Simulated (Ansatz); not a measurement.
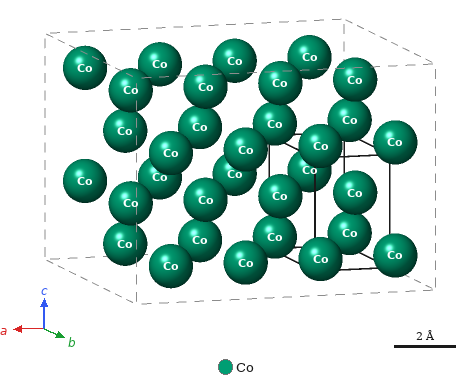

Shown here is a spheres-only view of the crystal, taken from a general direction. The structure is repeated 4×2×2 times; solid lines mark one simulation cell.

This input was run:
```yaml
crystal:
  lattice:
    - [2.4810167162, 0.0, 0.0]
    - [-1.2405083581, 2.1486235034, 0.0]
    - [0.0, 0.0, 4.0092896855]
  atoms:
    - { symbol: Co, position: [0.3333333333, 0.6666666667, 0.25], spin: 1.8 }
    - { symbol: Co, position: [0.6666666667, 0.3333333333, 0.75], spin: 1.8 }
basis:
  ecutwfc: 420
kpoints:
  mp_grid: { grid: [24, 24, 14] }
hamiltonian:
  xc: pbesol
scf:
  occupations: { method: gaussian, width: 0.1 }
output:
  forces: true
  stress: true
  eigenvalues: true
  populations: true
magnetization:
  spin_polarized: true
```
Run as:
```sh
ansatz run input.yaml --threads 1 --pin off --max-ram 2560MiB --backend cpu --events-out ev --progress --plain --runs-dir out
```

Run with DFT PBEsol, scalar-relativistic, plane waves, PAW (Ansatz) and these settings: a kinetic-energy cutoff of 420 eV, a 24×24×14 k-point grid, Gaussian smearing of 0.1 eV, collinear spins.

Metal or not?

A metal: bands cross the Fermi level.

Under what pressure is the structure?

The computed pressure is -6.7 GPa (stretched: it would shrink).

Does the cell carry magnetic moments?

Yes: the net moment is 3.2 μB and the absolute magnetisation 3.5 μB for the cell drawn.

Starting structure: a structure listed in the Materials Project. The cell was then strained or its atoms displaced on purpose. It went into a calculation with Ansatz.

At this level of theory the cell isn't at rest (stretched, at -7 GPa), so its distances can differ from those at equilibrium, the more so the softer the solid, and its magnetic state may change on relaxation.
